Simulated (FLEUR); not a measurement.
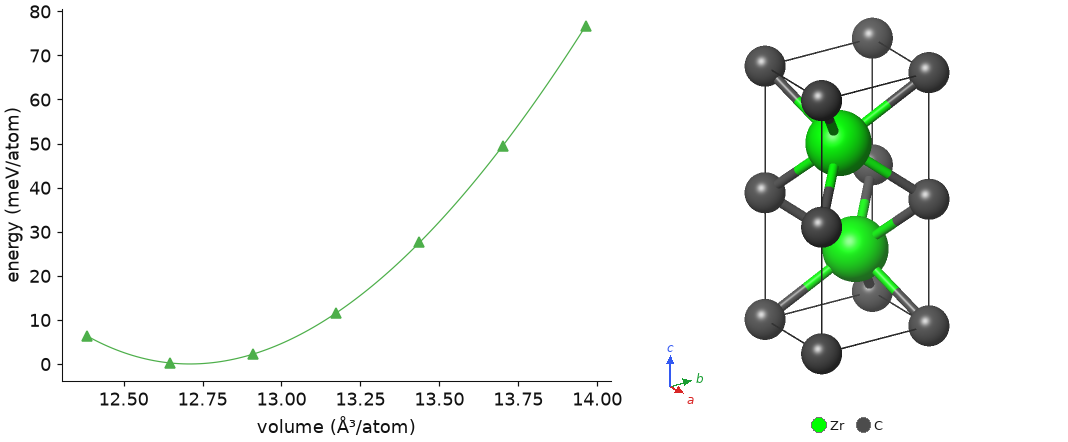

Plotted: energy against volume for ZrC, space group P6_3/mmc (No. 194). The conventional cell is drawn beside the plot.

Structure:
```
CELL_PARAMETERS angstrom
3.39148 0.00000 0.00000
-1.69574 2.93710 0.00000
0.00000 0.00000 5.29005
ATOMIC_POSITIONS crystal
Zr 0.66667 0.33333 0.75000
Zr 0.33333 0.66667 0.25000
C 0.00000 0.00000 0.50000
C 0.00000 0.00000 0.00000
```

Calculation (FLEUR MaX-R8.1 (later development tree)): all-electron LAPW DFT, no spin polarisation; energies at scaled volumes of the given cell, shape and fractions fixed, counted from the fit's minimum, third-order Birch-Murnaghan fit. Level: PBEsol.

| setting | value |
| --- | --- |
| k mesh | 9×9×5 |
| occupations | Fermi–Dirac |
| smearing width | 0.05 eV |
| potentials | all electron |
| program settings | basis FLAPW, kmax 4.56 1/bohr |

### Give the fitted equation-of-state parameters.

A third-order Birch–Murnaghan fit gives V0 = 12.71 Å³/atom, B0 = 233 GPa and B′ = 4.1.

Note: shape and atomic fractions are frozen while scaling, which makes layered, chain and framework solids too stiff.

The computed values:

```json
{"volume (Å³/atom)": "12.38", "energy (meV/atom)": "6.39"}
{"volume (Å³/atom)": "12.65", "energy (meV/atom)": "0.22"}
{"volume (Å³/atom)": "12.91", "energy (meV/atom)": "2.24"}
{"volume (Å³/atom)": "13.17", "energy (meV/atom)": "11.58"}
{"volume (Å³/atom)": "13.44", "energy (meV/atom)": "27.56"}
{"volume (Å³/atom)": "13.70", "energy (meV/atom)": "49.45"}
{"volume (Å³/atom)": "13.96", "energy (meV/atom)": "76.75"}
```
